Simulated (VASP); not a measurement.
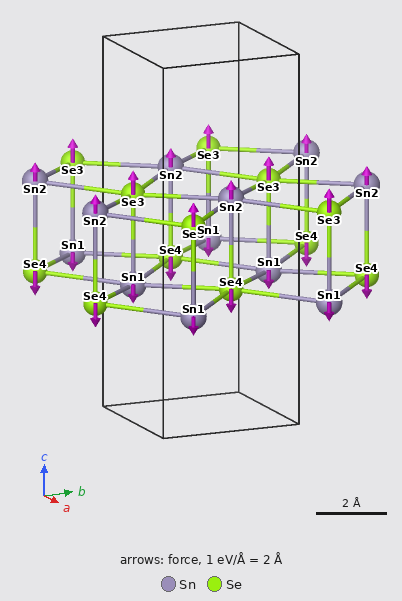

Starting geometry of solid SnSe (set up in P4/nmm) with the computed forces as purple arrows. The picture is a ball-and-stick view of the cell of the calculation, seen slightly off an axis.

The run lets cell and atoms move.

Theory: Kohn-Sham DFT of a periodic cell, RPBE, VASP PAW PBE potentials, recommended in VASP.

Input
```
PREC     = Accurate       # precision mode
ENCUT    = 600            # plane-wave cutoff, eV
EDIFF    = 1E-7           # SCF threshold, eV
ISMEAR   = 0              # smearing method
SIGMA    = 0.02           # smearing width, eV
LREAL    = F              # projectors in reciprocal space
LASPH    = T              # aspherical terms in the spheres
NELM     = 80             # most SCF steps
ALGO     = Normal         # electronic algorithm
ISIF     = 3              # what is computed and relaxed
LWAVE    = F              # write WAVECAR
LCHARG   = F              # write CHGCAR
GGA      = RP             # functional
IBRION   = 2              # ionic algorithm
NSW      = 90             # ionic steps
EDIFFG   = -0.005         # ionic threshold
```

Run as
```bash
cat potpaw_PBE.64/Sn_d/POTCAR potpaw_PBE.64/Se/POTCAR > POTCAR
mpirun -np 1 vasp_std > vasp.out
```

**What follows when this structure is relaxed?**

It isn't relaxed: the largest force vector, on Se atoms, is 0.36 eV/Å. The final displacements follow the starting forces only in part (cosine between the two patterns 0.30). The largest moves relative to the cell, 0.082 Å, are those of Se3 and Se4. Se3 goes along +c. By element the largest moves are Se 0.082 Å, Sn 0.055 Å. The drawn cell changes as follows: a = b 4.285 → 4.373 Å (+2.0 %), c 10.991 → 11.092 Å (+0.9 %); the volume changes by +5.1 %. Near-neighbour distances that change, for instance: Sn1–Se4 3.033 → 3.092 Å, Sn1–Se3 2.680 → 2.731 Å. Bond angles that change, for instance: Sn2–Se3–Sn2 175.1° → 179.7°, Se4–Sn1–Se4 175.1° → 179.7°, Sn1–Se3–Sn2 92.4° → 89.9°. The space group stays P4/nmm (No. 129). Over 13 geometry steps the energy falls by 58.0 meV per cell of the calculation. The largest force component goes from 0.36 to 0.0024 eV/Å. Pressure: 1.41 GPa at the start and 0.00 GPa at the end.

Limits of the set-up: layers or molecules are held without a dispersion correction, so their spacing is unreliable.
